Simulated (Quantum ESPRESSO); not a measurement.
# SiC (Moissanite): phonon shifts against biaxial strain

Aim: strain and stress coefficients of the optical modes of SiC (Moissanite) under biaxial strain in the (0001) plane.

Main program and level: Quantum ESPRESSO 7.5; DFT LDA, scalar-relativistic, plane waves, PseudoDojo norm-conserving pseudopotentials.

### 1. The relaxed structure

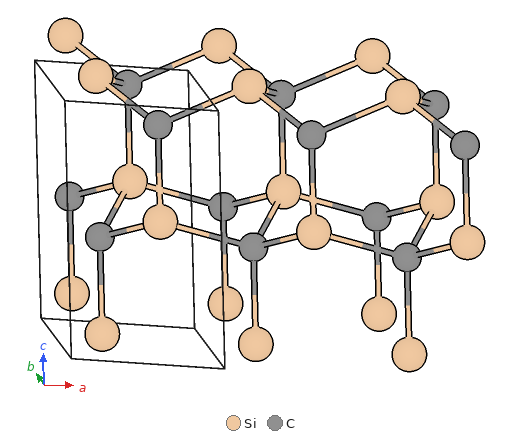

The starting structure, seen slightly off an axis (silicon light orange, carbon grey). 3×2×1 cells are drawn. Some periodic images of atoms are drawn too.

As a file:

```cif
data_structure
_symmetry_space_group_name_H-M 'P 1'
_symmetry_Int_Tables_number 1
_cell_length_a 3.0540
_cell_length_b 3.0540
_cell_length_c 5.0122
_cell_angle_alpha 90.000
_cell_angle_beta 90.000
_cell_angle_gamma 120.000
_cell_volume 40.49
loop_
_atom_site_label
_atom_site_type_symbol
_atom_site_fract_x
_atom_site_fract_y
_atom_site_fract_z
_atom_site_occupancy
Si1 Si 0.33333 0.66667 0.00460 1
Si2 Si 0.66667 0.33333 0.50460 1
C3 C 0.33333 0.66667 0.38040 1
C4 C 0.66667 0.33333 0.88040 1
```

This is the cell after its relaxation at this level of theory, not the database cell from which that began.

### 2. Strained cells

The in-plane lattice vectors are held at a strain ε, as on a substrate; the length along z is set so that σ_zz vanishes, and the atoms are relaxed. Modes are taken without the LO-TO term. Cutoff 90 Ry, k mesh 9×9×6.

From the response at ε = -0.03:

Output:

```text
[banners, grids, parts of the stress and lines that vanish by symmetry left out]
Program PHONON v.7.5
     Reading xml data from directory:

[...]
Exchange-correlation= PW
                           (   1   4   0   0   0   0   0)
[...]
kinetic-energy cut-off    =      90.0000  Ry
     charge density cut-off    =     360.0000  Ry
     convergence threshold     =      1.0E-18
[...]
Exchange-correlation= PW
                           (   1   4   0   0   0   0   0)
[...]
q = (   0.0000000   0.0000000   0.0000000 )
     13 Sym.Ops. (with q -> -q+G )
     G cutoff =  285.7759  (  29853 G-vectors)     FFT grid: ( 36, 36, 60)
     number of k points=    48
[...]
Mode symmetry, C_6v (6mm)  point group:
[...]
Dielectric constant
[...]
End of electric fields calculation
          Dielectric constant in cartesian axis
          (       6.763507861      -0.000000001       0.000000000 )
          (      -0.000000001       6.763507860      -0.000000000 )
          (       0.000000000      -0.000000000       7.275711428 )
          Effective charges (d Force / dE) in cartesian axis without acoustic sum rule applied (asr)
           atom    1  Si    Mean Z*:        2.77150
      Ex  (        2.70959        0.00000        0.00000 )
      Ey  (        0.00000        2.70959        0.00000 )
      Ez  (        0.00000        0.00000        2.89533 )
           atom    2  Si    Mean Z*:        2.77150
      Ex  (        2.70959        0.00000       -0.00000 )
      Ey  (        0.00000        2.70959        0.00000 )
      Ez  (       -0.00000       -0.00000        2.89533 )
           atom    3  C     Mean Z*:       -2.78047
      Ex  (       -2.72306        0.00000       -0.00000 )
      Ey  (        0.00000       -2.72306        0.00000 )
      Ez  (        0.00000        0.00000       -2.89527 )
           atom    4  C     Mean Z*:       -2.78047
      Ex  (       -2.72306        0.00000        0.00000 )
      Ey  (        0.00000       -2.72306       -0.00000 )
      Ez  (       -0.00000        0.00000       -2.89527 )
          Effective charges Sum: Mean:       -0.01793
[...]
Effective charges (d Force / dE) in cartesian axis with asr applied:
           atom    1  Si    Mean Z*:        2.77598
[...]
atom    2  Si    Mean Z*:        2.77598
[...]
atom    3  C     Mean Z*:       -2.77598
[...]
atom    4  C     Mean Z*:       -2.77598
[...]
Representation #   1 mode #   1
[...]
End of self-consistent calculation
     Convergence has been achieved
     Representation #   2 mode #   2
[...]
Convergence has been achieved
     Representation #   7 modes #   9  10
[...]
End of self-consistent calculation
     Convergence has been achieved
     Representation #   8 modes #  11  12
[...]
End of self-consistent calculation
     Convergence has been achieved
[...]
Dielectric constant in cartesian axis
          (       6.763507861      -0.000000001       0.000000000 )
          (      -0.000000001       6.763507860      -0.000000000 )
          (       0.000000000      -0.000000000       7.275711428 )
          Effective charges (d Force / dE) in cartesian axis without acoustic sum rule applied (asr)
           atom    1  Si    Mean Z*:        2.77150
      Ex  (        2.70959        0.00000        0.00000 )
      Ey  (        0.00000        2.70959        0.00000 )
      Ez  (        0.00000        0.00000        2.89533 )
           atom    2  Si    Mean Z*:        2.77150
      Ex  (        2.70959        0.00000       -0.00000 )
      Ey  (        0.00000        2.70959        0.00000 )
      Ez  (       -0.00000       -0.00000        2.89533 )
           atom    3  C     Mean Z*:       -2.78047
      Ex  (       -2.72306        0.00000       -0.00000 )
      Ey  (        0.00000       -2.72306        0.00000 )
      Ez  (        0.00000        0.00000       -2.89527 )
           atom    4  C     Mean Z*:       -2.78047
      Ex  (       -2.72306        0.00000        0.00000 )
      Ey  (        0.00000       -2.72306       -0.00000 )
      Ez  (       -0.00000        0.00000       -2.89527 )
          Effective charges Sum: Mean:       -0.01793
[...]
Effective charges (d Force / dE) in cartesian axis with asr applied:
           atom    1  Si    Mean Z*:        2.77598
[...]
atom    2  Si    Mean Z*:        2.77598
[...]
atom    3  C     Mean Z*:       -2.77598
[...]
atom    4  C     Mean Z*:       -2.77598
[...]
q = (    0.000000000   0.000000000   0.000000000 )
[...]
freq (    1) =      -0.042134 [THz] =      -1.405445 [cm-1]
     freq (    2) =      -0.040371 [THz] =      -1.346643 [cm-1]
     freq (    3) =      -0.040371 [THz] =      -1.346643 [cm-1]
     freq (    4) =       7.692419 [THz] =     256.591491 [cm-1]
     freq (    5) =       7.692419 [THz] =     256.591491 [cm-1]
     freq (    6) =      18.608459 [THz] =     620.711393 [cm-1]
     freq (    7) =      24.146492 [THz] =     805.440288 [cm-1]
     freq (    8) =      24.906141 [THz] =     830.779427 [cm-1]
     freq (    9) =      24.906141 [THz] =     830.779427 [cm-1]
     freq (   10) =      25.808799 [THz] =     860.888878 [cm-1]
     freq (   11) =      25.808799 [THz] =     860.888879 [cm-1]
     freq (   12) =      26.178874 [THz] =     873.233234 [cm-1]
[...]
Mode symmetry, C_6v (6mm)  point group:
     freq (   1-   1) =         -1.4  [cm-1]   --> A_1             I+R
     freq (   2-   3) =         -1.3  [cm-1]   --> E_1             I+R
     freq (   4-   5) =        256.6  [cm-1]   --> E_2             R
     freq (   6-   6) =        620.7  [cm-1]   --> B_1
     freq (   7-   7) =        805.4  [cm-1]   --> A_1             I+R
     freq (   8-   9) =        830.8  [cm-1]   --> E_2             R
     freq (  10-  11) =        860.9  [cm-1]   --> E_1             I+R
     freq (  12-  12) =        873.2  [cm-1]   --> B_1

   JOB DONE.
```

The run at ε = 0.01 is held back.

| ε | ε_zz | σ_xx (GPa, tension positive) | E2(high) (cm⁻¹) | A1(TO) (cm⁻¹) |
| --- | --- | --- | --- | --- |
| -0.03 | 0.0064 | -21.08 | 830.78 | 805.44 |
| -0.02 | 0.0042 | -13.52 | 810.56 | 792.80 |
| -0.01 | 0.0020 | -6.50 | 789.75 | 781.49 |
| 0 | 0.0000 | 0.00 | 768.35 | 771.53 |
| 0.01 | -0.0019 | 5.99 | held back | held back |
| 0.02 | -0.0038 | 11.49 | 724.37 | 755.17 |
| 0.03 | -0.0056 | 16.52 | 701.92 | 748.68 |

### 3. The fit

Parabolas ω = ω₀ + a ε + b ε² through the other rows:

| mode | ω₀ (cm⁻¹) | a (cm⁻¹) | b (cm⁻¹) |
| --- | --- | --- | --- |
| E2(high) | 768.4 | -2150 | -2280 |
| A1(TO) | 771.5 | -944 | 6190 |

The biaxial modulus, the linear term of σ_xx, is 626 GPa, so the E2(high) mode moves by a/M = -3.4 cm⁻¹ a GPa of tensile stress. The ratio −ε_zz/ε near zero is 0.20. For ε = 0.01 the fits predict 746.67 and 762.67 cm⁻¹.

### 4. The run that was held back

Output:

```text
[banners, grids, parts of the stress and lines that vanish by symmetry left out]
[banner, memory and clock lines left out]
Program PHONON v.7.5

[...]
Exchange-correlation= PW
                           (   1   4   0   0   0   0   0)
[...]
kinetic-energy cut-off    =      90.0000  Ry
     charge density cut-off    =     360.0000  Ry
     convergence threshold     =      1.0E-18
[...]
Exchange-correlation= PW
                           (   1   4   0   0   0   0   0)
[...]
q = (   0.0000000   0.0000000   0.0000000 )
     13 Sym.Ops. (with q -> -q+G )
     G cutoff =  309.8310  (  32199 G-vectors)     FFT grid: ( 36, 36, 60)
     number of k points=    48
[...]
Mode symmetry, C_6v (6mm)  point group:
[...]
Dielectric constant
[...]
End of electric fields calculation
          Dielectric constant in cartesian axis
          (       6.951410516      -0.000000001       0.000000000 )
          (      -0.000000001       6.951410518       0.000000000 )
          (       0.000000000      -0.000000000       7.177638970 )
          Effective charges (d Force / dE) in cartesian axis without acoustic sum rule applied (asr)
           atom    1  Si    Mean Z*:        2.74174
      Ex  (        2.67248        0.00000        0.00000 )
      Ey  (        0.00000        2.67248       -0.00000 )
      Ez  (        0.00000       -0.00000        2.88025 )
           atom    2  Si    Mean Z*:        2.74174
      Ex  (        2.67248        0.00000        0.00000 )
      Ey  (        0.00000        2.67248        0.00000 )
      Ez  (       -0.00000       -0.00000        2.88025 )
[...]
atom    4  C     Mean Z*:       -2.74940
      Ex  (       -2.68407        0.00000       -0.00000 )
      Ey  (        0.00000       -2.68407       -0.00000 )
      Ez  (        0.00000        0.00000       -2.88006 )
          Effective charges Sum: Mean:       -0.01533
[...]
Effective charges (d Force / dE) in cartesian axis with asr applied:
           atom    1  Si    Mean Z*:        2.74557
[...]
atom    2  Si    Mean Z*:        2.74557
[...]
atom    3  C     Mean Z*:       -2.74557
[...]
atom    4  C     Mean Z*:       -2.74557
[...]
q = (    0.000000000   0.000000000   0.000000000 )
[...]
freq (    1) =       0.029293 [THz] =       0.977094 [cm-1]
     freq (    2) =       0.029293 [THz] =       0.977094 [cm-1]
     freq (    3) =       0.029845 [THz] =       0.995506 [cm-1]
     freq (    4) =       7.774055 [THz] =     259.314548 [cm-1]
     freq (    5) =       7.774055 [THz] =     259.314548 [cm-1]
     freq (    6) =      17.759541 [THz] =     592.394518 [cm-1]
     freq (    7) =      22.380777 [THz] =     746.542361 [cm-1]
     freq (    8) =      22.380777 [THz] =     746.542361 [cm-1]
     freq (    9) =      22.867414 [THz] =     762.774837 [cm-1]
     freq (   10) =      23.410248 [THz] =     780.881807 [cm-1]
     freq (   11) =      23.410248 [THz] =     780.881807 [cm-1]
     freq (   12) =      25.023093 [THz] =     834.680528 [cm-1]
[...]
Mode symmetry, C_6v (6mm)  point group:
     freq (   1-   1) =          1.0  [cm-1]   --> A_1             I+R
     freq (   2-   3) =          1.0  [cm-1]   --> E_1             I+R
     freq (   4-   5) =        259.3  [cm-1]   --> E_2             R
     freq (   6-   6) =        592.4  [cm-1]   --> B_1
     freq (   7-   8) =        746.5  [cm-1]   --> E_2             R
     freq (   9-   9) =        762.8  [cm-1]   --> A_1             I+R
     freq (  10-  11) =        780.9  [cm-1]   --> E_1             I+R
     freq (  12-  12) =        834.7  [cm-1]   --> B_1
```

It gives 746.54 and 762.77 cm⁻¹.

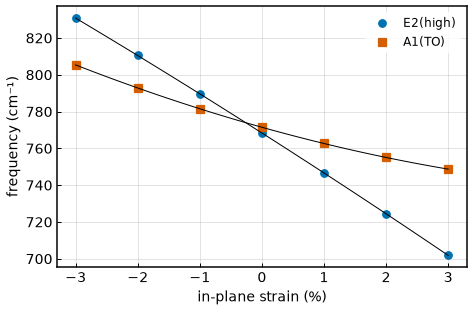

The two modes against in-plane strain, with the fits.

### 5. Outcome

| Quantity | Value |
| --- | --- |
| strain coefficient of the E2(high) mode | -2150 cm⁻¹ |
| strain coefficient of the A1(TO) mode | -944 cm⁻¹ |
| biaxial modulus | 626 GPa |

What this shows: One per cent of tensile strain moves the E2(high) mode of SiC (Moissanite) by -21.5 cm⁻¹ and the A1(TO) mode by -9.4 cm⁻¹; the fits miss the run held back by up to 0.13 cm⁻¹. At 3 % strain the quadratic term is 3 % of the linear one for the E2(high) mode and 20 % for the A1(TO) mode. These are harmonic values at zero temperature, without the LO-TO term, for a homogeneous, dislocation-free layer.

[Host names and launcher messages were left out of these logs when they were recorded.]

[Logs are printed without paths, hosts, clocks, repeated set-up lines and the standing remarks that a program may print on its own settings, such as how far it seeks lower states.]

[Hosts, paths, dates, database ids (printed as entryN), source tags and the programs' standing remarks are cut or masked in the printed files.]
